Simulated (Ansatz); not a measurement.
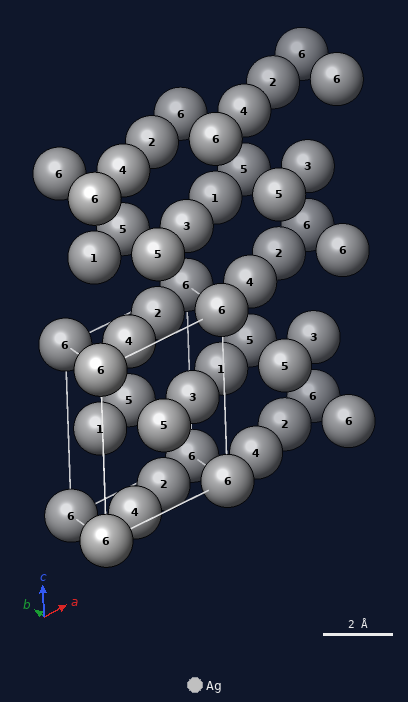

The structure as given in the input (spheres-only view of the cell of the calculation, repeated 2 × 1 × 2, seen slightly off an axis; atoms are numbered from 1 in the order of the input). An atom can appear more than once, as a periodic image.

Geometry relaxation of Ag

System: Ag (Fm-3m, 6 atoms in the cell).
Method: DFT PBEsol, scalar-relativistic, plane waves, PAW, no spin polarisation (Ansatz 0.2.0).

The structure derives from a Materials Project entry. It belongs to a series of runs on one base structure; here: 0 of 6 Ag sites taken by Au, cell and atoms relaxed. Figures and captions count atoms from 1; the log counts them from 0 in places.

### Output
```
Engine: ansatz 0.2.0, x86_64-unknown-linux-gnu
Pseudopotentials: kind: paw
Pseudopotential: Ag, paw, valence charge 19, recommended cutoff 420 eV (normal), Ag.paw.azcp
Functional definition: PBEsol
  exchange = pbesol_x
  correlation = pbesol_c
Crystal: 6 atoms, lattice volume = 99.973 Å³
Basis set: ecut = 420 eV, 1957 PW (Γ), exchange–correlation on 72×72×72 points (8 copies of the dense FFT grid, shifted against one another)
Bands: 69, of which v1, the nominal top of the filled ones, is band 57 counted from 1 (56 counted from 0)
Symmetry: 24 space group operations
Space group: Fm-3m (ITA 225), of the structure as read, at distance tolerance 4.6e-5 Å
k-points: 227 of 800
Non-local potential: Ag, projectors of the file, l = 0: 3, l = 1: 2, l = 2: 2, l = 3: 1
PAW form: soft (Blöchl's): semilocal exchange-correlation on the pseudo side does not see the compensation charge
PAW frozen core: Ag, regenerated for the run's functional, and the local potential with it (the file was generated under x = pbe(κ = 0.804, μ = 0.2195149727645171), c = pbe(β = 0.06672455060314922))
PAW one-centre angular grid: Ag, 590 points (default); XC on 64 Gauss nodes
Initial density: superposition of atomic densities (neutral atoms: chi_scale 0, normalization atom), corrected by the library's trained network
Initial wavefunctions: pseudopotential atomic-orbital guess
Functional: x = pbesol(κ = 0.804, μ = 0.12345679012345678), c = pbesol(β = 0.046)
SCF iter   1: F=—  HF=-45133.519390 eV  |F-HF|=—  |Δ(HF+E_count)|=         —  Δρ=1.02e-2  dr2=9.68e-2  ethr=1.77e-3  ⟨swp⟩=5.0  Hψ=47681  notcnv=0  defer=451
preconditioner: auto → Kerker (q_TF=auto, 2.789 Å⁻¹)  [metal: Δε(μ)=0.006 eV  Ē_g=11.079 eV  σ=0.100 eV  W_gap=0.03  n_scr=38 (ndim 8)  ℏωp=30.2 eV  f_vac=0.000  D(μ)=1.23/eV (n_scr^D=4)]
SCF iter   2: F=—  HF=-45133.494307 eV  |F-HF|=—  |Δ(HF+E_count)|=   2.51e-2  Δρ=2.75e-3  dr2=7.09e-3  ethr=8.49e-5  ⟨swp⟩=2.6  Hψ=27804  notcnv=0  defer=568
SCF iter   3: F=—  HF=-45133.492356 eV  |F-HF|=—  |Δ(HF+E_count)|=   1.95e-3  Δρ=1.06e-3  dr2=5.98e-4  ethr=6.22e-6  ⟨swp⟩=2.0  Hψ=19584  notcnv=0  defer=568
SCF iter   4: F=—  HF=-45133.492275 eV  |F-HF|=—  |Δ(HF+E_count)|=   8.18e-5  Δρ=1.46e-4  dr2=1.04e-5  ethr=5.25e-7  ⟨swp⟩=2.9  Hψ=29742  notcnv=0  defer=568
SCF iter   5: F=—  HF=-45133.492214 eV  |F-HF|=—  |Δ(HF+E_count)|=   6.11e-5  Δρ=2.97e-5  dr2=9.13e-7  ethr=9.15e-9  ⟨swp⟩=2.9  Hψ=28522  notcnv=0  defer=568
SCF iter   6: F=-45133.492213 eV  HF=-45133.492213 eV  |F-HF|=2.40e-10  |Δ(HF+E_count)|=   3.51e-8  Δρ=5.22e-6  dr2=2.28e-8  ethr=8.77e-11  ⟨swp⟩=8.8  Hψ=68936  notcnv=0
SCF 1 converged in 6 iterations: F = -45133.492213 eV  dr2 = 2.28e-8
  greatest PAW one-centre occupation: 1.001 electrons in one spin orbital (limit 2), on the Ag atom at site 5 (counted from 0), in its partial waves of l = 0
relax step   1: F+E_penalty+E_count = -45133.49221349 eV  Δ(F+E_penalty+E_count) = +0.000e0 eV  max|allowed force component| = 8.941e-27 eV/Å  Δτ_max = 0.0000 Å  P = -0.060 GPa  Ω = 99.973 Å³  (6 SCF iters, dr2 threshold 1.00e-7 eV, accepted)
Crystal: 6 atoms, lattice volume = 99.868 Å³
Initial density: handed on by an earlier stage of this run
Initial wavefunctions: those handed on with the density
iter 1 solved again at ethr=6.40e-8 eV; its pass at ethr=3.10e-3 eV (dr2=7.30e-5 eV) is discarded
SCF iter   1: F=—  HF=-45133.492481 eV  |F-HF|=—  |Δ(HF+E_count)|=         —  Δρ=1.54e-4  dr2=1.54e-5  ethr=6.40e-8  ⟨swp⟩=2.3  Hψ=59272  notcnv=0
preconditioner: auto → Kerker (q_TF=auto, 2.789 Å⁻¹)  [metal: Δε(μ)=0.017 eV  Ē_g=11.161 eV  σ=0.100 eV  W_gap=0.09  n_scr=38 (ndim 8)  ℏωp=30.2 eV  f_vac=0.000  D(μ)=1.16/eV (n_scr^D=2)]
SCF iter   2: F=—  HF=-45133.492469 eV  |F-HF|=—  |Δ(HF+E_count)|=   1.16e-5  Δρ=7.91e-5  dr2=2.99e-6  ethr=1.36e-8  ⟨swp⟩=2.2  Hψ=21187  notcnv=0
SCF iter   3: F=—  HF=-45133.492469 eV  |F-HF|=—  |Δ(HF+E_count)|=   3.11e-7  Δρ=2.42e-5  dr2=3.50e-7  ethr=2.63e-9  ⟨swp⟩=1.1  Hψ=16123  notcnv=0
SCF iter   4: F=-45133.492469 eV  HF=-45133.492469 eV  |F-HF|=2.04e-9  |Δ(HF+E_count)|=   1.95e-8  Δρ=5.23e-6  dr2=1.79e-8  ethr=1.56e-10  ⟨swp⟩=4.2  Hψ=47168  notcnv=0
the search or the solves at the SCF's close seem to have found levels that the self-consistency loop had missed (the run counts 1). By its estimate they hold under 1e-12 electrons; where the run keeps them, the occupations were computed again with them
SCF 2 converged in 4 iterations: F = -45133.492469 eV  dr2 = 1.79e-8
relax step   2: F+E_penalty+E_count = -45133.49246906 eV  Δ(F+E_penalty+E_count) = -2.556e-4 eV  max|allowed force component| = 7.689e-27 eV/Å  Δτ_max = 0.0000 Å  P = +0.069 GPa  Ω = 99.868 Å³  energy of the carried Pulay correction = +2.961e-5 eV  (4 SCF iters, dr2 threshold 1.78e-7 eV, accepted)
Initial wavefunctions: pseudopotential atomic-orbital guess (no wavefunctions were taken with the density)
iter 1 solved again at ethr=1.93e-9 eV; its pass at ethr=3.10e-3 eV (dr2=2.20e-6 eV) is discarded
SCF iter   1: F=—  HF=-45133.492450 eV  |F-HF|=—  |Δ(HF+E_count)|=         —  Δρ=7.50e-6  dr2=2.40e-8  ethr=1.93e-9  ⟨swp⟩=4.0  Hψ=96081  notcnv=0
preconditioner: auto → Kerker (q_TF=auto, 2.789 Å⁻¹)  [metal: Δε(μ)=0.017 eV  Ē_g=11.162 eV  σ=0.100 eV  W_gap=0.09  n_scr=38 (ndim 8)  ℏωp=30.2 eV  f_vac=0.000  D(μ)=1.16/eV (n_scr^D=2)]
SCF iter   2: F=—  HF=-45133.492441 eV  |F-HF|=—  |Δ(HF+E_count)|=   8.71e-6  Δρ=3.81e-6  dr2=7.97e-9  ethr=2.11e-11  ⟨swp⟩=2.4  Hψ=25237  notcnv=0
SCF iter   3: F=—  HF=-45133.492441 eV  |F-HF|=—  |Δ(HF+E_count)|=  8.59e-10  Δρ=1.36e-6  dr2=1.49e-9  ethr=6.99e-12  ⟨swp⟩=1.0  Hψ=15663  notcnv=0
SCF iter   4: F=-45133.492441 eV  HF=-45133.492441 eV  |F-HF|=7.28e-12  |Δ(HF+E_count)|=  7.28e-11  Δρ=2.88e-7  dr2=4.34e-11  ethr=1.00e-12  ⟨swp⟩=5.1  Hψ=50711  notcnv=0
SCF 3 converged in 4 iterations: F = -45133.492441 eV  dr2 = 4.34e-11
relax step   3: F+E_penalty+E_count = -45133.49244128 eV  Δ(F+E_penalty+E_count) = +2.778e-5 eV  max|allowed force component| = 9.123e-28 eV/Å  Δτ_max = 0.0000 Å  P = +0.070 GPa  Ω = 99.868 Å³  stress off target by 8.87e-2 GPa  SCF on the basis re-selected at this cell (its energy is not comparable with the rows above)  (4 SCF iters)
```

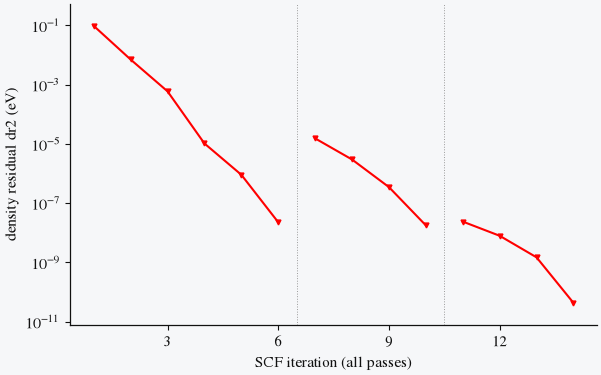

Convergence of the self-consistent field: density residual dr2 against the SCF iteration. The dotted lines part the SCF passes of the relaxation: geometry steps, rejected trials and re-solves on a re-selected basis. The passes take 6, 4 and 4 iterations.

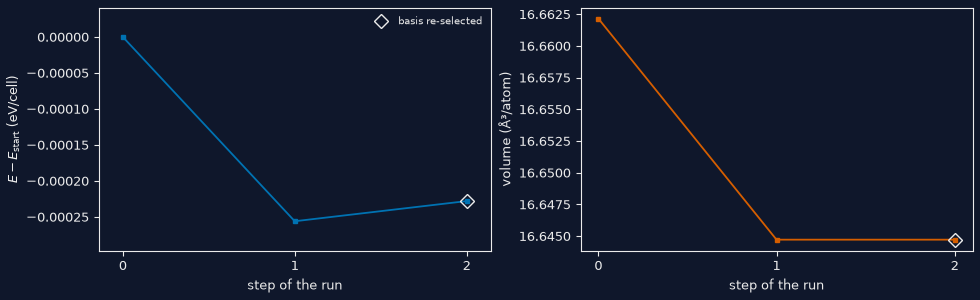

Progress of the relaxation, step by step (the first geometry is step 0 here and step 1 in the log). Over 1 geometry step the energy falls by 0.3 meV per cell of the calculation. All forces vanish by symmetry, so only the cell relaxes. The pressure goes from −0.06 to 0.07 GPa. The atoms keep their places relative to the cell (all moves are under 0.005 Å). The volume changes by −0.1 %, with a 4.966 → 4.954 Å (−0.2 %), b 4.966 → 4.962 Å (−0.1 %), c 4.966 → 4.972 Å (+0.1 %). Among the contacts that change: Ag1–Ag3 2.867 → 2.862 Å. The space group (tolerance 0.01 Å) goes from Fm-3m (No. 225) to R-3m (No. 166). A last SCF at the same geometry on a re-selected plane-wave basis shifts the energy by +0.0 meV per cell of the calculation. (Atoms are counted from 1 in the order of the input.)

```
basis re-selected at this cell: Δ(F+E_penalty+E_count) = +2.778e-5 eV, ΔP = +0.000 GPa vs the last step (what re-selecting the basis moved, of the pressure what is left beyond the Pulay correction that the steps carried, after the strain that the cell walked since its last selection, with what the two solves' SCF thresholds leave and, on support functions, any second-order correction that the steps lacked; it is no measure of the basis error at this ecutwfc). This SCF's stress stands 8.87e-2 GPa from its target on what of the cell is left free (relax.cell.stress_tol is 1.50e-1 GPa) and its largest allowed force component is 9.12e-28 eV/Å (relax.f_tol is 1.50e-2 eV/Å): within both
SCF converged after 4 iterations
Free energy (F): -45133.492441 eV
Harris-Foulkes:  -45133.492441 eV  (|F-HF|=7.28e-12)
Internal energy: -45133.486620 eV  (E = F + TS)
E sigma→0 (E₀):  -45133.489531 eV
Entropy (-TS):   -0.005821 eV (-0.970 meV/atom)
Fermi energy:    17.752276 eV
--- Per-component energies (eV) ---
  E_band       = -1364.999483
  E_kinetic    = 3164.852999
  E_local      = -12937.013144  (includes V_loc(G=0)·N_el)
  E_nonlocal   = 494.470372
  E_hartree    = 5893.063885
  E_xc         = -1103.155983
  E_vxc        = -1407.638465  (∫ρ·V_xc dr)
  E_paw        = -23006.487130  (= ΣΔE_a)
  E_vpaw       = -2465.800737  (= ΣTr[D̂ρ^β])
  E_aug_tail   = 0.001787  (compensation charges beyond the density's cutoff)
  E_ewald      = -17641.155841
  E_core_change = 1.936434  (= ΣΔE_core)
  E_smearing   = -0.005821  (= −TS)
  E_closure    = -0.000000  (closes the sum)
  Σ components = -45133.492441   (vs F -45133.492441, Δ=0.00e0)
--- Forces (eV/Å), atoms counted from 1 ---
  atom   1  Ag    -0.00000000    -0.00000000     0.00000000
  atom   2  Ag    -0.00000000     0.00000000     0.00000000
  atom   3  Ag     0.00000000    -0.00000000    -0.00000000
  atom   4  Ag    -0.00000000     0.00000000     0.00000000
  atom   5  Ag    -0.00000000     0.00000000     0.00000000
  atom   6  Ag    -0.00000000     0.00000000     0.00000000
  max |Σ_I F_I| component: 3.83e-27 eV/Å
--- Stress (GPa, compression-positive) ---
        0.052534      -0.013923       0.013923
       -0.013923       0.078170       0.000254
        0.013923       0.000254       0.078170
  P = ⅓ Tr σ = 0.0696 GPa (0.696 kbar)
--- Band table (eV; the first three rows and the last of 227) ---
  k-point 0: bands = ["-74.1921", "-74.1729", "-74.1678", "-74.1678", "-74.1677", "-74.1677", "-37.7753", "-37.7403", "-37.7403", "-37.7207", "-37.7207", "-37.7201", "-37.7201", "-37.6951", "-37.6951", "-37.6493", "-37.6493", "-37.6429", "-37.6429", "-37.6243", "-37.6236", "-37.5973", "-37.5967", "-37.5954", "9.6982", "11.1810", "11.8603", "11.8603", "12.1702", "12.1702", "12.2217", "12.2217", "12.4612", "12.4612", "12.8508", "12.8695", "12.8700", "12.8815", "12.8949", "12.9071", "12.9071", "13.1105", "13.1105", "13.8335", "13.8335", "13.9264", "13.9264", "13.9780", "13.9815", "14.5189", "14.5189", "14.7739", "14.7739", "14.8115", "14.8168", "17.1669", "20.9009", "20.9009", "21.4102", "21.4365", "21.4365", "22.2257", "22.2257", "23.6201", "23.6201", "25.3744", "25.3744", "28.0193", "28.0193"]
  k-point 1: bands = ["-74.1914", "-74.1736", "-74.1678", "-74.1678", "-74.1677", "-74.1677", "-37.7685", "-37.7374", "-37.7374", "-37.7309", "-37.7309", "-37.7082", "-37.7082", "-37.7002", "-37.7002", "-37.6470", "-37.6470", "-37.6447", "-37.6447", "-37.6233", "-37.6225", "-37.6023", "-37.5983", "-37.5978", "9.8226", "11.2044", "11.9151", "11.9151", "12.0095", "12.0095", "12.3672", "12.3672", "12.4310", "12.4310", "12.8404", "12.8734", "12.8920", "12.9160", "12.9297", "12.9629", "12.9629", "13.0415", "13.0415", "13.8514", "13.8514", "13.8881", "13.8881", "13.9649", "13.9682", "14.6101", "14.6101", "14.7061", "14.7061", "14.7478", "14.7529", "16.4414", "21.0055", "21.0055", "21.2063", "21.2063", "22.3382", "22.6528", "22.6528", "23.1271", "23.1271", "26.0468", "26.0468", "26.8428", "26.8428"]
  k-point 2: bands = ["-74.1893", "-74.1757", "-74.1678", "-74.1678", "-74.1677", "-74.1677", "-37.7492", "-37.7373", "-37.7373", "-37.7294", "-37.7294", "-37.7117", "-37.7117", "-37.6985", "-37.6985", "-37.6481", "-37.6481", "-37.6435", "-37.6435", "-37.6220", "-37.6204", "-37.6196", "-37.6013", "-37.6007", "10.1780", "11.2595", "11.8903", "11.8903", "12.0640", "12.0640", "12.3213", "12.3213", "12.4515", "12.4515", "12.7764", "12.9289", "12.9289", "12.9353", "12.9537", "13.0011", "13.0162", "13.0738", "13.0738", "13.8456", "13.8456", "13.8999", "13.8999", "13.9442", "13.9470", "14.5646", "14.5646", "14.5741", "14.5787", "14.7409", "14.7409", "15.1220", "20.9778", "20.9778", "21.2858", "21.2858", "22.4262", "22.4262", "23.3736", "23.3736", "24.2694", "25.6905", "25.6905", "27.3118", "27.3118"]
  k-point 226: bands = ["-74.1804", "-74.1763", "-74.1741", "-74.1712", "-74.1670", "-74.1669", "-37.7394", "-37.7365", "-37.7364", "-37.7279", "-37.7188", "-37.7115", "-37.7009", "-37.7008", "-37.6612", "-37.6544", "-37.6541", "-37.6450", "-37.6438", "-37.6428", "-37.6274", "-37.6192", "-37.6188", "-37.6116", "11.3437", "11.6772", "11.6885", "11.7030", "11.7974", "11.8378", "12.0893", "12.1234", "12.2560", "12.7216", "12.7389", "12.8818", "12.9621", "13.0232", "13.1285", "13.1458", "13.1799", "13.3976", "13.4465", "13.4470", "13.4722", "13.8876", "14.0365", "14.0558", "14.1453", "14.1803", "14.5034", "14.5839", "14.7857", "14.8037", "14.8161", "15.5922", "16.2383", "17.1883", "21.8877", "22.2685", "22.9439", "23.0480", "25.1962", "25.4067", "25.7248", "26.0567", "27.4113", "28.3407", "29.4068"]
--- Relaxed structure (2 steps of the walk, 2 accepted, 1 SCFs on fresh bases) ---
  F+E_penalty+E_count = -45133.49244128 eV   max|allowed force component| = 9.123e-28 eV/Å   (the final SCF, on the basis selected at the relaxed cell)
  cell:  # Å, volume = 99.8683 Å³
    - [4.046194092468221, -2.021774607304363, 2.0217746073043417]
    - [2.0230970462091182, -4.05079460284949, -2.029019995495152]
    - [4.056943943223914, 2.032524458026922, -2.0325244580936968]
  atoms:
    - { symbol: Ag, position: [0.16666666666666663, 0.6666666666666667, 0.49999999999999994] }
    - { symbol: Ag, position: [0.6666666666666666, 0.6666666666666664, 3.004324219957333e-16] }
    - { symbol: Ag, position: [0.8333333333333333, 0.33333333333333337, 0.5] }
    - { symbol: Ag, position: [0.3333333333333333, 0.33333333333333326, 8.104411239329146e-17] }
    - { symbol: Ag, position: [0.49999999999999983, 6.136584296267955e-17, 0.49999999999999994] }
    - { symbol: Ag, position: [-9.208970670900477e-37, -4.343335421029651e-36, -5.8140217820591665e-36] }
```

### Trajectory as extended XYZ (Å, eV, eV/Å), 3 frames, from step=1 to step=3
```
6
Lattice="4.0544 -2.0272 2.0272 2.0272 -4.0544 -2.0272 4.0544 2.0272 -2.0272" Properties=species:S:1:pos:R:3:forces:R:3 step=1 energy=-45133.49221 pressure_GPa=-0.06
Ag    4.0544   -2.0272   -2.0272    0.0000   0.0000   0.0000
Ag    4.0544   -4.0544    0.0000    0.0000   0.0000   0.0000
Ag    6.0817   -2.0272    0.0000    0.0000   0.0000   0.0000
Ag    2.0272   -2.0272    0.0000    0.0000   0.0000   0.0000
Ag    4.0544    0.0000    0.0000    0.0000   0.0000   0.0000
Ag    0.0000    0.0000    0.0000    0.0000   0.0000   0.0000
6
Lattice="4.0462 -2.0218 2.0218 2.0231 -4.0508 -2.0290 4.0569 2.0325 -2.0325" Properties=species:S:1:pos:R:3:forces:R:3 step=2 energy=-45133.49247 pressure_GPa=0.07
Ag    4.0516   -2.0212   -2.0320    0.0000   0.0000   0.0000
Ag    4.0462   -4.0484   -0.0048    0.0000   0.0000   0.0000
Ag    6.0747   -2.0188   -0.0078    0.0000   0.0000   0.0000
Ag    2.0231   -2.0242   -0.0024    0.0000   0.0000   0.0000
Ag    4.0516    0.0054   -0.0054    0.0000   0.0000   0.0000
Ag    0.0000    0.0000    0.0000    0.0000   0.0000   0.0000
6
Lattice="4.0462 -2.0218 2.0218 2.0231 -4.0508 -2.0290 4.0569 2.0325 -2.0325" Properties=species:S:1:pos:R:3:forces:R:3 step=3 energy=-45133.49244 pressure_GPa=0.07
Ag    4.0516   -2.0212   -2.0320    0.0000   0.0000   0.0000
Ag    4.0462   -4.0484   -0.0048    0.0000   0.0000   0.0000
Ag    6.0747   -2.0188   -0.0078    0.0000   0.0000   0.0000
Ag    2.0231   -2.0242   -0.0024    0.0000   0.0000   0.0000
Ag    4.0516    0.0054   -0.0054    0.0000   0.0000   0.0000
Ag    0.0000    0.0000    0.0000    0.0000   0.0000   0.0000
```

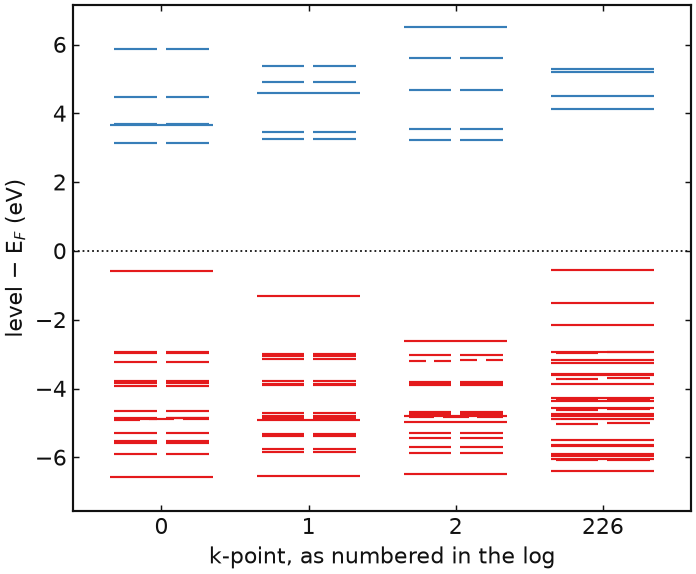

Kohn–Sham levels near the Fermi level (dotted) at the few k-points that the log prints; levels within 0.02 eV of each other stand side by side. The system is metallic on the full mesh.

This output came from the following input.

### Input file
```yaml
crystal:
  lattice:
    - [4.0544361429, -2.0272180714, 2.0272180714]
    - [2.0272180714, -4.0544361429, -2.0272180714]
    - [4.0544361429, 2.0272180714, -2.0272180714]
  atoms:
    - { symbol: Ag, position: [0.1666666667, 0.6666666667, 0.5] }
    - { symbol: Ag, position: [0.6666666667, 0.6666666667, 0.0] }
    - { symbol: Ag, position: [0.8333333333, 0.3333333333, 0.5] }
    - { symbol: Ag, position: [0.3333333333, 0.3333333333, 0.0] }
    - { symbol: Ag, position: [0.5, 0.0, 0.5] }
    - { symbol: Ag, position: [0.0, 0.0, 0.0] }
basis:
  ecutwfc: 420
kpoints:
  mp_grid: { grid: [10, 10, 8] }
hamiltonian:
  xc: pbesol
scf:
  occupations: { method: gaussian, width: 0.1 }
output:
  forces: true
  stress: true
  eigenvalues: true
relax:
  adjacent_minimum: "off"
  f_tol: 0.015
  max_steps: 60
  cell: { stress_tol: 0.15 }
```

Run as:
```bash
ansatz run input.yaml --threads 1 --pin off --max-ram 2560MiB --backend cpu --events-out ev --progress --plain --runs-dir out
```

### Summary

| quantity | value |
| --- | --- |
| outcome | converged |
| space group (tolerance 0.01 Å) | Fm-3m (225) → R-3m (166) |
| electrons treated | 114 |
| free energy | −45133.4924 eV |
| Fermi energy | 17.752 eV |
| gap on the k-point mesh | none (metallic) |
| pressure | 0.07 GPa |
| final volume | 99.87 Å³ |
| largest force (length of the vector) at the end | under 0.001 eV/Å |
| final cell | a = 4.954 Å, b = 4.962 Å, c = 4.972 Å, α = 80.44°, β = 70.57°, γ = 60.05° |
| hardware | 1 thread of Intel Xeon @ 2.90GHz (Ice Lake), 32 GiB of memory available, shared host |
| wall time | 2.4 min |
| peak memory | 1.2 GiB |
